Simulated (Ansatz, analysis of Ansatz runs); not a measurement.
# Does V_H go to the (100) surface of MgH2?

Question: does neutral V_H prefer the (100) surface of MgH2 or the inside, and by how much? The same defect is put at one site in each of several layers from the top towards the middle of one slab. Model: a cell of 72 host atoms with 1 H taken out.

Calculated with Ansatz 0.2.0; plane-wave PAW DFT, PBEsol and HSE06; a slab with vacuum, neutral defects.

## Step 1: The starting structure

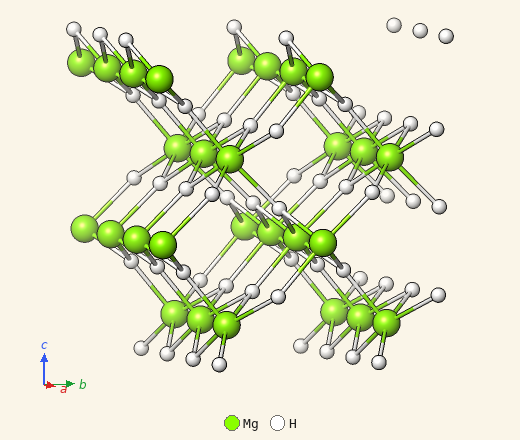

The starting structure, seen from the side, with the c axis up (magnesium green, hydrogen white). Bonds to atoms that aren't drawn are left out. Some periodic images of atoms are drawn too.

The cell holds 71 atoms: 24 Mg and 47 H. Its edges and angles: a = 8.978 Å, b = 8.953 Å, c = 21.000 Å, α = 90.0°, β = 90.0°, γ = 90.0°. It derives from MgH2 (space group P4_2/mnm), repeated 3×2×1. Vacuum lies along c. Nearest the centre at fractional (0.501, 0.420, 0.709): Mg39 at 1.88 Å, Mg16 at 1.88 Å, H47 at 2.46 Å, H33 at 2.94 Å, H9 at 2.94 Å, H57 at 2.99 Å, H10 at 2.99 Å, H35 at 3.36 Å.

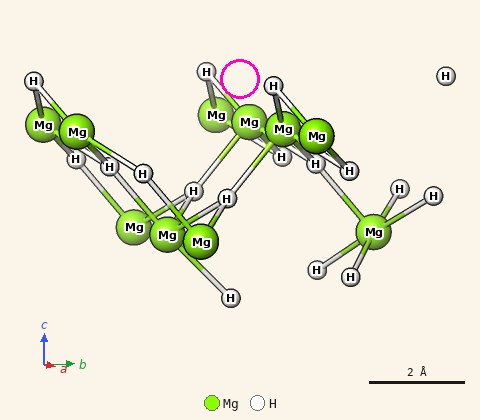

The atoms within 5 Å of the centre. A ring marks the centre wherever it is empty. Bonds to atoms that aren't drawn are left out.

As a file:

```xyz
71
Lattice="0.0000 8.9776 0.0000 -8.9534 0.0000 0.0000 0.0000 0.0000 21.0000" Properties=species:S:1:pos:R:3
Mg   -2.0978    1.5016    7.1057
Mg    0.0495    2.9967    9.3829
Mg   -2.1886    1.5007   11.6198
Mg    0.1442    2.9952   13.8971
H    -3.1779    2.9971    7.9340
H    -3.5708    1.4999   10.2587
H    -1.5300    2.9977    6.1106
H    -0.8899    1.5006    8.5573
H    -3.1283    2.9975   12.4435
H    -3.7670    1.5017   14.8917
H    -1.3318    2.9962   10.7463
H    -0.9394    1.4997   13.0727
Mg   -6.5689    1.4983    7.1072
Mg   -4.4265    2.9960    9.3866
Mg   -6.6652    1.4999   11.6178
Mg   -4.3331    2.9981   13.8972
H    -7.6536    2.9959    7.9307
H    -8.0451    1.5003   10.2531
H    -5.9983    2.9940    6.1135
H    -5.3671    1.4998    8.5628
H    -7.6059    2.9956   12.4424
H    -8.2374    1.4986   14.8891
H    -5.8077    2.9969   10.7488
H    -5.4159    1.5009   13.0697
Mg   -2.0961    4.4941    7.1051
Mg    0.0497    5.9894    9.3825
Mg   -2.1874    4.4934   11.6186
Mg    0.1436    5.9878   13.8967
H    -3.1793    5.9893    7.9314
H    -3.5689    4.4927   10.2567
H    -1.5259    5.9909    6.1128
H    -0.8908    4.4930    8.5589
H    -3.1284    5.9891   12.4432
H    -1.3303    5.9900   10.7473
H    -0.9372    4.4922   13.0690
Mg   -6.5687    4.4907    7.1065
Mg   -4.4264    5.9885    9.3857
Mg   -6.6663    4.4926   11.6188
Mg   -4.3329    5.9905   13.8972
H    -7.6540    5.9882    7.9297
H    -8.0471    4.4929   10.2549
H    -5.9961    5.9867    6.1143
H    -5.3673    4.4919    8.5627
H    -7.6054    5.9891   12.4427
H    -8.2424    4.4916   14.8916
H    -5.8079    5.9881   10.7480
H    -5.4180    4.4933   13.0737
Mg   -2.0970    7.4868    7.1055
Mg    0.0493    8.9819    9.3826
Mg   -2.1882    7.4856   11.6191
Mg    0.1451    8.9802   13.8966
H    -3.1777    8.9818    7.9351
H    -3.5696    7.4847   10.2573
H    -1.5313    8.9833    6.1109
H    -0.8910    7.4856    8.5588
H    -3.1273    8.9818   12.4450
H    -3.7658    7.4872   14.8912
H    -1.3311    8.9822   10.7473
H    -0.9394    7.4847   13.0723
Mg   -6.5681    7.4832    7.1065
Mg   -4.4267    8.9812    9.3862
Mg   -6.6653    7.4849   11.6179
Mg   -4.3347    8.9830   13.8969
H    -7.6547    8.9804    7.9288
H    -8.0454    7.4857   10.2533
H    -5.9943    8.9796    6.1157
H    -5.3676    7.4849    8.5633
H    -7.6068    8.9814   12.4406
H    -8.2369    7.4837   14.8887
H    -5.8074    8.9813   10.7481
H    -5.4162    7.4858   13.0703
```

The cell's shortest repeat is 9.0 Å.

## Step 2: The clean slab

The slab is cut stoichiometric, symmetric and without a dipole, at the in-plane lattice of the database's bulk structure, and all its atoms relax. Miller indices refer to pymatgen's conventional standard cell, whose axes can be ordered otherwise than in the space-group symbol.

Input file slab/input.yaml:

```yaml
crystal:
  lattice:
    - [0.0, 2.992537, 0.0]
    - [-4.476694, 0.0, 0.0]
    - [0.0, 0.0, 21.0]
  atoms:
    - { symbol: Mg, position: [0.5, 0.5, 0.3401181] }
    - { symbol: Mg, position: [1.0, 0.0, 0.446706] }
    - { symbol: Mg, position: [0.5, 0.5, 0.553294] }
    - { symbol: Mg, position: [1.0, 0.0, 0.6598819] }
    - { symbol: H, position: [1.0, 0.695572, 0.3818093] }
    - { symbol: H, position: [0.5, 0.804428, 0.4883973] }
    - { symbol: H, position: [1.0, 0.304428, 0.2984268] }
    - { symbol: H, position: [0.5, 0.195572, 0.4050148] }
    - { symbol: H, position: [1.0, 0.695572, 0.5949852] }
    - { symbol: H, position: [0.5, 0.804428, 0.7015732] }
    - { symbol: H, position: [1.0, 0.304428, 0.5116027] }
    - { symbol: H, position: [0.5, 0.195572, 0.6181907] }
basis:
  ecutwfc: 420
  xc_grid: 2
hamiltonian:
  xc: pbesol
  pseudopotentials: { kind: paw, azcp: { folder: soft_1 }, xc_functional: pbe }
kpoints:
  mp_grid: { grid: [3, 2, 1] }
scf:
  occupations: { method: fermi_dirac, width: 0.01 }
  max_iter: 100
relax:
  f_tol: 0.01
  max_steps: 100
  random_displacement: { amplitude: 0.03, seed: 8578 }
output:
  forces: true
  eigenvalues: true
```

Started as:

```console
$ ansatz run input.yaml --threads 32 --pin off --max-ram 84787MiB --backend cuda --events-out ev --progress --plain --runs-dir out --max-vram 78GiB
```

Numbers of over 12 decimals in the logs are rounded to 6 here.

Log:

```text
[...]
Engine: ansatz 0.2.0, aarch64-unknown-linux-gnu
[...]
Pseudopotential: Mg, paw, valence charge 10, recommended cutoff 420 eV (normal), soft_1/Mg.paw.azcp
Pseudopotential: H, paw, valence charge 1, recommended cutoff 420 eV (normal), soft_1/H.paw.azcp
Functional definition: PBEsol
[...]
Crystal: 12 atoms, lattice volume = 281.330 Å³
Basis set: ecut = 420 eV, 5435 PW (Γ), exchange–correlation on 48×60×288 points (8 copies of the dense FFT grid, shifted against one another)
Bands: 36, of which v1, the nominal top of the filled ones, is band 24 counted from 1 (23 counted from 0)
[...]
k-points: 4 of 6 (time reversal used)
[...]
Functional: x = pbesol(κ = 0.804, μ = 0.123457), c = pbesol(β = 0.046)
SCF iter   1: F=—  HF=-7777.236676 eV  |F-HF|=—  |Δ(HF+E_count)|=         —  Δρ=5.31e-2  dr2=8.32e0  ethr=3.10e-3  ⟨swp⟩=7.5  Hψ=754  notcnv=0  defer=1
[...]
SCF iter   3: F=-7774.428087 eV  HF=-7774.428087 eV  |F-HF|=2.53e-8  |Δ(HF+E_count)|=   1.47e-6  Δρ=2.01e-6  dr2=2.72e-8  ethr=2.08e-10  ⟨swp⟩=7.5  Hψ=647  notcnv=0
SCF 6 converged in 3 iterations: F = -7774.428087 eV  dr2 = 2.72e-8
relax step   6: F+E_penalty+E_count = -7774.42808721 eV  Δ(F+E_penalty+E_count) = -5.519e-7 eV  max|allowed force component| = 8.033e-3 eV/Å  Δτ_max = 0.0000 Å  (3 SCF iters, accepted)
SCF converged after 3 iterations
Free energy (F): -7774.428087 eV
[...]
Fermi energy:    -0.664860 eV
--- Per-component energies (eV) ---
[...]
--- Forces (eV/Å), atoms counted from 1 ---
[...]
--- Band table (eV) ---
[...]
--- Relaxed structure (6 steps of the walk, 6 accepted, 0 SCFs on fresh bases) ---
[...]
```

It took 2.3 s on 1 × NVIDIA GB200 with 32 threads of Arm Neoverse V2, shared host; peak memory 1.1 GiB.

Relaxation path:

| step | energy less that of the first step (eV) | largest force component (eV/Å) |
| --- | --- | --- |
| 1 | 0.0000 | 0.6982 |
| 2 | -0.1414 | 0.3796 |
| 3 | -0.1631 | 0.3315 |
| 4 | -0.1688 | 0.2483 |
| 5 | -0.1823 | 0.0082 |
| 6 | -0.1823 | 0.0080 |

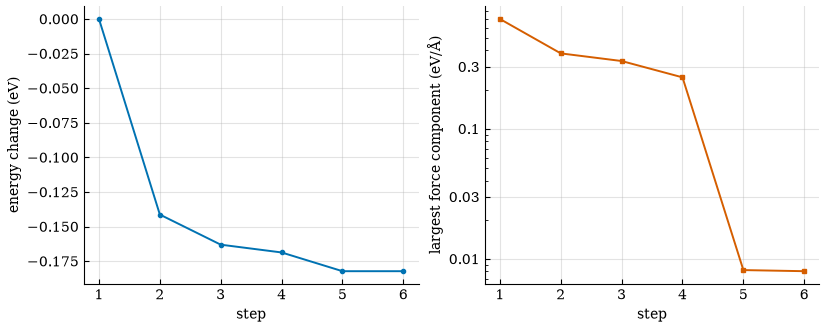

Energy and largest force along the relaxation.

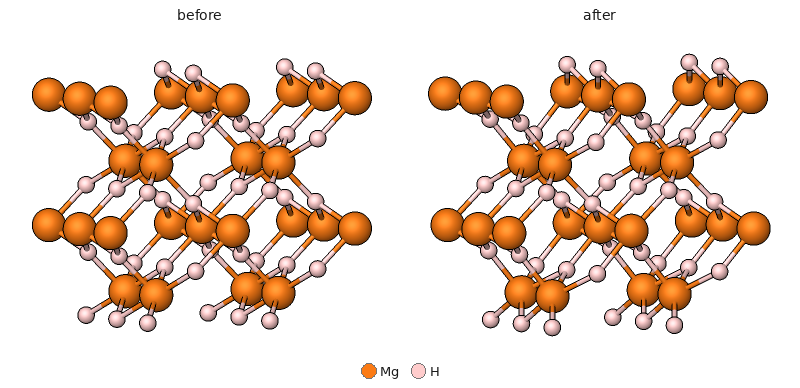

Before and after, at one scale.

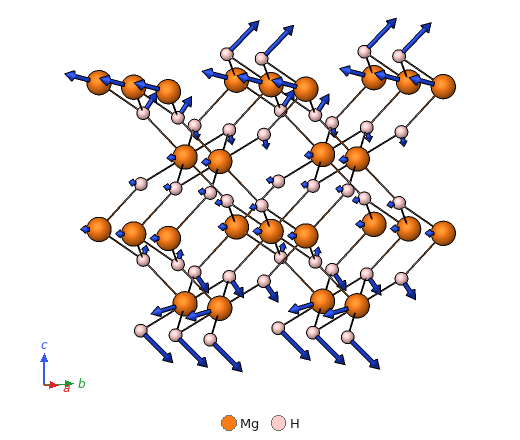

Displacements in the relaxation from the typed sites, exaggerated, the mean shift taken out; the longest in the cell stands for 0.23 Å. 2×2×1 cells are drawn. Some periodic images of atoms are drawn too.

The atoms that moved most (Å, from the sites as typed, ahead of the random displacement, the mean shift of all atoms taken out):

| atom | dx | dy | dz | length |
| --- | --- | --- | --- | --- |
| H10 | -0.162 | 0.000 | 0.156 | 0.225 |
| H7 | -0.163 | -0.001 | -0.155 | 0.225 |
| Mg4 | 0.144 | 0.000 | 0.038 | 0.149 |
| Mg1 | 0.143 | -0.001 | -0.037 | 0.148 |
| H5 | -0.065 | 0.000 | -0.091 | 0.112 |
| H12 | -0.063 | 0.000 | 0.090 | 0.110 |
| H8 | -0.012 | 0.000 | 0.053 | 0.054 |
| H9 | -0.011 | 0.000 | -0.052 | 0.053 |

With the common shift taken out, atoms move by up to 0.23 Å from the bulk-cut sites, and by up to 0.16 Å along the normal.

On a dense mesh the slab's energy differs by 6 meV an atom, so the sampling is kept; the layers are compared at one sampling, where most of this error should cancel, which was not tested.

## Step 3: Does the supercell reconstruct?

The clean supercell is relaxed from displaced atoms, since a reconstruction that only the larger cell allows would otherwise be counted to the defect.

Input file pristine.relax/input.yaml:

```yaml
crystal:
  lattice:
    - [0.0, 8.977611, 0.0]
    - [-8.953388, 0.0, 0.0]
    - [0.0, 0.0, 21.0]
  atoms:
    - { symbol: Mg, position: [0.16700453, 0.23430848, 0.3384112] }
    - { symbol: Mg, position: [0.33378235, -0.00551959, 0.44684204] }
    - { symbol: Mg, position: [0.16712568, 0.24444342, 0.55329761] }
    - { symbol: Mg, position: [0.33378408, -0.01582179, 0.66176326] }
[... 62 atom lines left out ...]
    - { symbol: H, position: [1.00031014, 0.67067358, 0.29111116] }
    - { symbol: H, position: [0.83377815, 0.59938498, 0.4075964] }
    - { symbol: H, position: [1.00045802, 0.84925278, 0.59258738] }
    - { symbol: H, position: [0.83378335, 0.92063856, 0.70908653] }
    - { symbol: H, position: [1.00045325, 0.64783368, 0.51201635] }
    - { symbol: H, position: [0.8338027, 0.60508925, 0.6225403] }
basis:
  ecutwfc: 420
  xc_grid: 2
hamiltonian:
  xc: pbesol
  pseudopotentials: { kind: paw, azcp: { folder: soft_1 }, xc_functional: pbe }
kpoints:
  mp_grid: { grid: [1, 1, 1] }
scf:
  occupations: { method: fermi_dirac, width: 0.01 }
  max_iter: 100
output:
  forces: true
relax:
  f_tol: 0.015
  max_steps: 80
  random_displacement: { amplitude: 0.05, seed: 8587 }
```

Log:

```text
[...]
Crystal: 72 atoms, lattice volume = 1687.981 Å³
Basis set: ecut = 420 eV, 32941 PW (Γ), exchange–correlation on 128×120×288 points (8 copies of the dense FFT grid, shifted against one another)
Bands: 216, of which v1, the nominal top of the filled ones, is band 144 counted from 1 (143 counted from 0)
[...]
k-points: 1
[...]
SCF 1 converged in 7 iterations: F = -46646.130138 eV  dr2 = 8.94e-7
[...]
relax step   1: F+E_penalty+E_count = -46646.13013790 eV  Δ(F+E_penalty+E_count) = +0.000e0 eV  max|allowed force component| = 5.322e-1 eV/Å  Δτ_max = 0.0000 Å  (7 SCF iters, dr2 threshold 5.63e-6 eV, [...]
[...]
SCF 5 converged in 5 iterations: F = -46646.568979 eV  dr2 = 2.74e-8
relax step   5: F+E_penalty+E_count = -46646.56897877 eV  Δ(F+E_penalty+E_count) = -1.094e-3 eV  max|allowed force component| = 2.777e-3 eV/Å  Δτ_max = 0.0135 Å  (5 SCF iters, accepted)
SCF converged after 5 iterations
[...]
```

The job ended after 2.2 s (1 × NVIDIA GB200 with 32 threads; peak memory 1.1 GiB).

Atoms end at most 0.01 Å from the small cell's positions, so the small cell's structure is at least a local minimum.

(Continued in part 2 of 2.)

[Logs are printed without paths, hosts, clocks, repeated set-up lines and the standing remarks that a program may print on its own settings, such as how far it seeks lower states.]

[Hosts, paths, dates, database ids (printed as entryN), source tags and the programs' standing remarks are cut or masked in the printed files.]

[Maps of the electrostatic potential energy from Ansatz leave out the sawtooth potential of an applied field or a dipole correction, so their vacuum need not be flat.]
